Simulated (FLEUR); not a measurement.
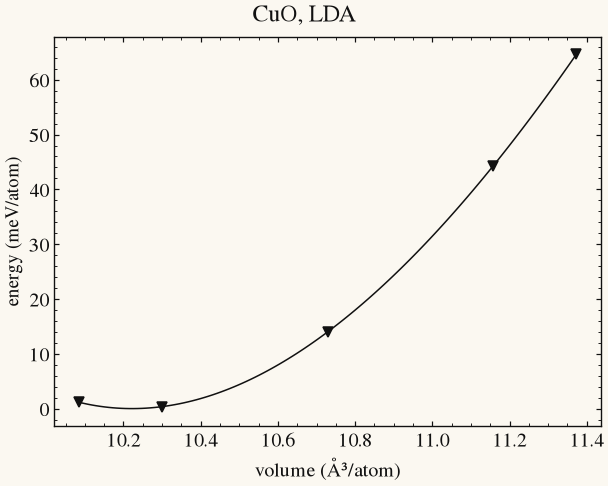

The plot gives the computed energy against volume for CuO, space group C2/c (No. 15).

The given structure:
```cif
data_structure
_symmetry_space_group_name_H-M 'P 1'
_symmetry_Int_Tables_number 1
_cell_length_a 2.8795
_cell_length_b 2.8795
_cell_length_c 5.1764
_cell_angle_alpha 89.807
_cell_angle_beta 89.806
_cell_angle_gamma 89.223
_cell_volume 42.92
loop_
_atom_site_label
_atom_site_type_symbol
_atom_site_fract_x
_atom_site_fract_y
_atom_site_fract_z
_atom_site_occupancy
Cu1 Cu 0.00000 0.50000 0.00000 1
Cu2 Cu 0.50000 0.00000 0.50000 1
O1 O 0.99842 0.00167 0.74989 1
O2 O 0.00158 0.99833 0.25011 1
```

How it was computed, with FLEUR MaX-R8.1 (later development tree): all-electron LAPW DFT, no spin polarisation; energies at scaled volumes of the given cell, shape and fractions fixed, counted from the fit's minimum, third-order Birch-Murnaghan fit. Level: LDA.

- k mesh: 9×9×5
- occupations: Fermi–Dirac
- smearing width: 0.05 eV
- potentials: all electron
- program settings: basis FLAPW, kmax 5.27 1/bohr

What equilibrium volume and bulk modulus follow from the curve?

A third-order Birch–Murnaghan fit gives V0 = 10.22 Å³/atom, B0 = 196 GPa and B′ = 4.7.

Keep in mind: shape and atomic fractions are frozen while scaling, which makes layered, chain and framework solids too stiff.
